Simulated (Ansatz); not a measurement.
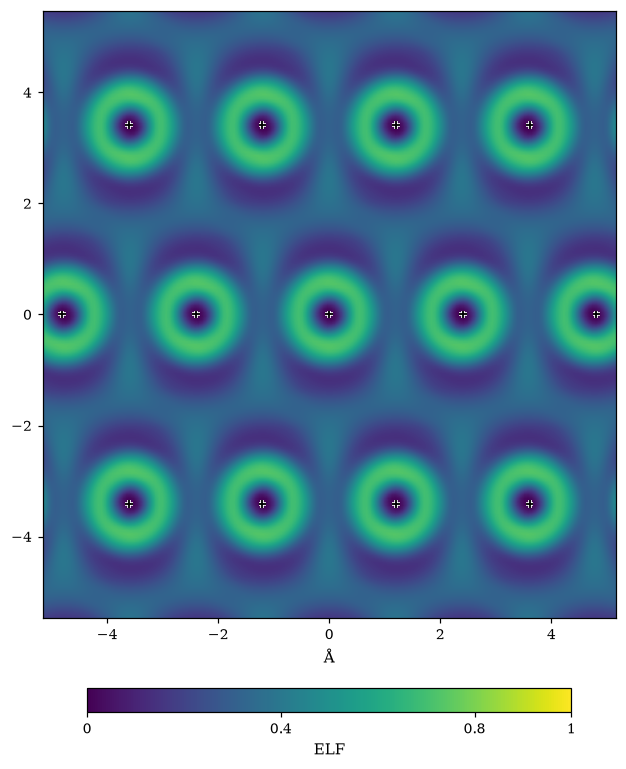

The ELF on a plane through atoms (crosses mark nuclei in the plane).

Theory: Ansatz 0.2.0, DFT PBEsol, scalar-relativistic, plane waves, PAW.

Candidates:
A. Ag, a = 5.07 Å, b = 2.93 Å, c = 4.79 Å, α = 90.00°, β = 90.00°, γ = 90.00°. Space group C2/m; changed on purpose from its base cell (atom 1 (Ag) moved by (+0.225, -0.225) A along y and z); not relaxed (largest force 1.2 eV/Å); computed pressure about −3 GPa in this cell.
B. W, a = 2.41 Å, b = 2.41 Å, c = 10.02 Å, α = 90.00°, β = 90.00°, γ = 120.00°. Space group R-3m; computed pressure about 66 GPa in this cell.
C. Cu, a = 2.89 Å, b = 2.89 Å, c = 2.75 Å, α = 90.00°, β = 90.00°, γ = 90.00°. Space group I4/mmm; a structure from a database of computed crystals, not necessarily the ambient phase; computed without spin polarisation.

> Which candidate gave the map?

Candidate B: W on the (101) plane of the conventional cell, which holds W. W–W (2.41 Å): the ELF is about 0.30 at the midpoint.
